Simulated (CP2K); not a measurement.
## Pt: 6 runs along one coordinate

System: Pt (1 atom in the cell).
Method: Kohn-Sham DFT of a periodic cell, PBE, GTH-PBE with UZH-TZVP basis, no spin polarisation (CP2K 2026.2).

The 6 runs differ only in the geometry, by an even scaling of the cell at fixed fractional positions. The structure derives from an entry of the Crystallography Open Database.

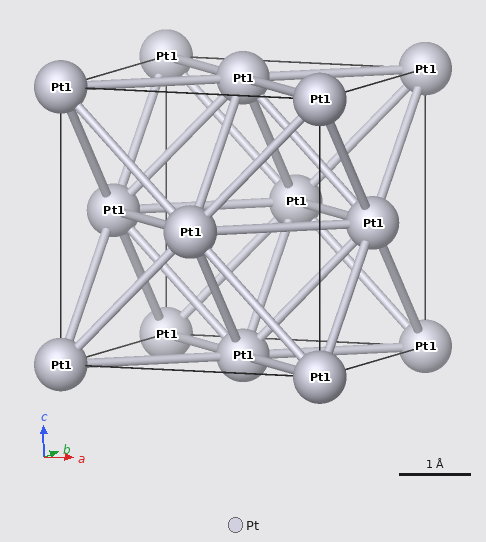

Figure 1. The structure of run 4 (ball-and-stick view of the cell 4 times as large as that of the calculation, set on its symmetry axes, seen slightly off an axis; atoms are numbered from 1 in the order of the input).

## Input of run 4
```
&GLOBAL
  PROJECT pt_eos
  RUN_TYPE ENERGY_FORCE
  PRINT_LEVEL LOW
&END GLOBAL
&FORCE_EVAL
  METHOD QS
  STRESS_TENSOR ANALYTICAL
  &DFT
    BASIS_SET_FILE_NAME BASIS_MOLOPT_UZH
    POTENTIAL_FILE_NAME POTENTIAL_UZH
    WFN_RESTART_FILE_NAME previous-RESTART.kp
    &MGRID
      CUTOFF 450
      REL_CUTOFF 60
      NGRIDS 5
    &END MGRID
    &QS
      METHOD GPW
      EPS_DEFAULT 1.0E-10
    &END QS
    &KPOINTS
      SCHEME MONKHORST-PACK 12 12 12
      GAMMA_CENTERED T
      SYMMETRY T
      SYMMETRY_BACKEND SPGLIB
    &END KPOINTS
    &SCF
      SCF_GUESS RESTART
      EPS_SCF 1.0E-6
      MAX_SCF 100
      ADDED_MOS 11
      CHOLESKY OFF
      EPS_EIGVAL 1.0E-7
      &DIAGONALIZATION ON
        ALGORITHM STANDARD
      &END DIAGONALIZATION
      &MIXING ON
        METHOD BROYDEN_MIXING
        ALPHA 0.4
        BETA 1.5
        NBUFFER 8
      &END MIXING
      &SMEAR ON
        METHOD FERMI_DIRAC
        ELECTRONIC_TEMPERATURE [K] 580.226
      &END SMEAR
    &END SCF
    &XC
      &XC_FUNCTIONAL
        &GGA_X_PBE
        &END GGA_X_PBE
        &GGA_C_PBE
        &END GGA_C_PBE
      &END XC_FUNCTIONAL
    &END XC
    &PRINT
      &KPOINTS ON
      &END KPOINTS
      &MULLIKEN ON
      &END MULLIKEN
      &MO ON
        ENERGIES T
        OCCUPATION_NUMBERS T
        &EACH
          QS_SCF 0
        &END EACH
        ADD_LAST NUMERIC
      &END MO
    &END PRINT
  &END DFT
  &SUBSYS
    &CELL
      ABC 2.7914970182 2.7914970181 2.7914970181
      ALPHA_BETA_GAMMA 59.9999999999 60.0000000017 60.0000000013
      PERIODIC XYZ
    &END CELL
    &COORD
      SCALED
      Pt  0.0000000000 0.0000000000 0.0000000000
    &END COORD
    &KIND Pt
      BASIS_SET TZVP-MOLOPT-PBE-GTH-q18
      POTENTIAL GTH-PBE-q18
    &END KIND
    &PRINT
      &ATOMIC_COORDINATES ON
      &END ATOMIC_COORDINATES
      &CELL ON
      &END CELL
    &END PRINT
  &END SUBSYS
  &PRINT
    &FORCES ON
    &END FORCES
    &STRESS_TENSOR ON
    &END STRESS_TENSOR
  &END PRINT
&END FORCE_EVAL
```

Command:
```bash
OMP_NUM_THREADS=1 cp2k.psmp -i pt_eos.inp -o pt_eos.out
```

Run 3 has the same physical settings and fractional positions; its lattice vectors (Å) are:
```
   2.754519    0.000000    0.000000
   1.377260    2.385484    0.000000
   1.377260    0.795161    2.249056
```

## Results, with one run withheld

```csv
run,volume per atom (Å³),"free energy per atom, from the lowest run given (meV)",pressure (GPa)
1,14.175,133.21,32.28
2,14.477,80.41,23.99
3,14.778,?,?
4,15.381,3.48,4.44
5,15.683,0.00,−0.64
6,15.985,5.54,−5.13
```

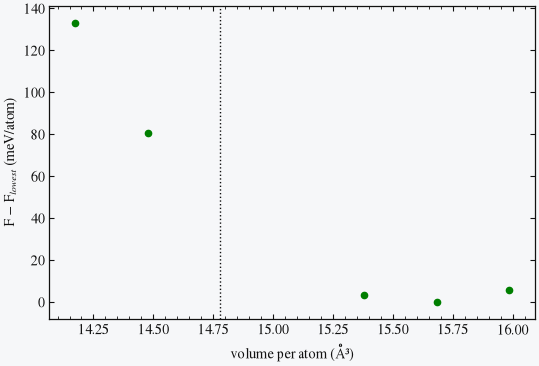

Figure 2. Free energy per atom of the runs given; the dotted line marks run 3.

Estimate the energy of run 3 from the others.

A cubic polynomial in V^(−2/3) (the Birch–Murnaghan form), fitted to the 5 runs given, misses them by at most 0.01 meV per atom. With x = V^(−2/3) − 0.16359 Å⁻², it reads F = 15.09 + 8236.3 x + 1.1323e+06 x² + 4.1498e+06 x³ (meV per atom). At run 3 it gives 42.36 meV per atom, and the run itself gives 42.28. The slope of the fit gives a pressure −dF/dV of 16.68 GPa there, and the run prints 16.67 GPa. The fit has its minimum at 15.643 Å³ per atom, where V d²F/dV² gives 253 GPa: the bulk modulus at this level, since symmetry fixes the shape and the positions.

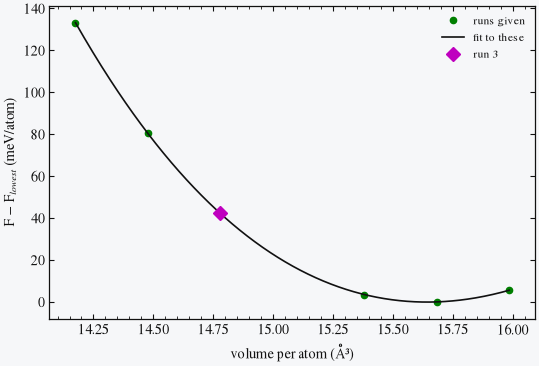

Figure 3. The fit and the withheld run.

## Some lines of the output (run 3)
```
[...]
 CELL| Volume [angstrom^3]:                                            14.778230
 CELL_REF| Volume [angstrom^3]:                                        14.778230
                        Smear method:                                FERMI_DIRAC
  Step     Update method      Time    Convergence         Total energy    Change
  Fermi energy:                                                 0.61018256416301
  Total energy:                                              -120.20693474725054
  Total energy (extrapolated to T->0):                       -120.20665113599041
 MO| E(Fermi):            0.610183 a.u.         16.603912 eV
```

Notes: Spin–orbit coupling is left out, which matters for Pt.
